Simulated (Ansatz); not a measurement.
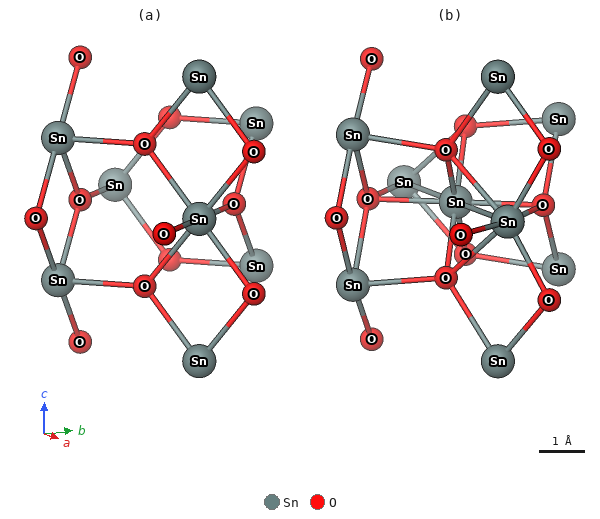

Left: perfect SnO$_{2}$. Right: the same region with one point defect, after relaxing the atoms in a supercell of 24 sites. The picture is a ball-and-stick view of the atoms within 3.8 Å of one point, seen slightly off an axis.

Computed with DFT PBE, scalar-relativistic, plane waves, PAW (Ansatz). (plane-wave cutoff 420 eV; k-point mesh 3 × 3 × 3; occupations gaussian; smearing width 0.01 eV; collinear spin) The cell is small and the k-mesh coarse, so the numbers are rough. A uniform background neutralises the charged cell. The axes drawn are those of the host's conventional cell.

Which defect is it?

An extra tin atom is put between the host's atoms (an interstitial).

The charge state of the cell is +3.

How does the lattice respond?

The Sn atom starts with 3 O at 1.80 to 1.82 Å, 1 Sn at 1.84 Å around its place and ends with 6 O at 2.01 to 2.13 Å. Of the host's atoms, a tin atom moves furthest from its site, by 0.38 Å. The Sn atom itself moves 0.32 Å from where it was put.
